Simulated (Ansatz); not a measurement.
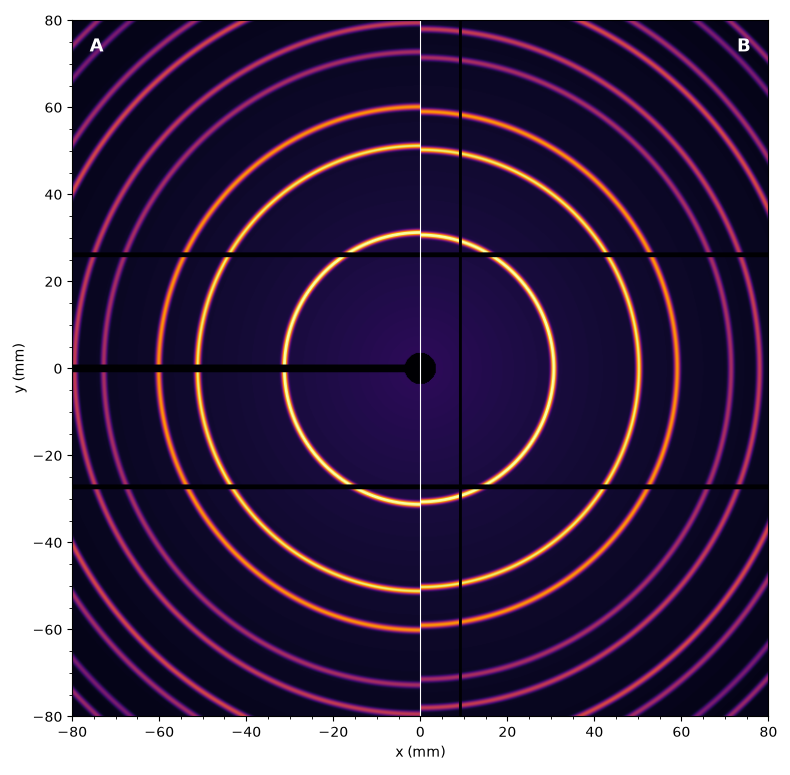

Simulated X-ray powder rings on a flat area detector normal to the beam: λ = 0.2066 Å, sample-to-detector distance 430 mm, axes in mm from the beam centre, for a fine-grained powder without texture. Kinematic intensities with B = 0.3 Å² for all atoms, without absorption; brightness goes as intensity to the power 0.4, clipped at the top. Reflections closer than the ring width show as one ring. The left and right halves show two different samples, each scaled to its strongest ring.

Both are Ni in Fd-3m, with cells of different size. Origins: A, the end point of a relaxation with DFT, LDA (PW92), plane waves (420 eV) with PAW, scalar-relativistic in Ansatz; the starting structure was generated, so it need not be a known form of this composition; B, coordinates from a relaxation with DFT, r2SCAN, plane waves (500 eV) with PAW, scalar-relativistic (Ansatz); the starting structure was generated, so it need not be a known form of this composition.

Question: Which half has the larger cell, and by how much?

Answer: Half B: the volume of B is 5.6 % larger than that of A, and a larger cell draws the rings inwards on average.
A: a = 4.936 Å, b = 4.936 Å, c = 4.936 Å, α = 90.00°, β = 90.00°, γ = 90.00°; 111 at 31.2 mm (d = 2.85 Å), 220 at 51.2 mm (d = 1.745 Å), 311 at 60.1 mm (d = 1.488 Å), 400 at 72.8 mm (d = 1.234 Å).
B: a = 5.026 Å, b = 5.026 Å, c = 5.026 Å, α = 90.00°, β = 90.00°, γ = 90.00°; 111 at 30.7 mm (d = 2.90 Å), 220 at 50.2 mm (d = 1.777 Å), 311 at 59.0 mm (d = 1.515 Å), 400 at 71.4 mm (d = 1.257 Å).
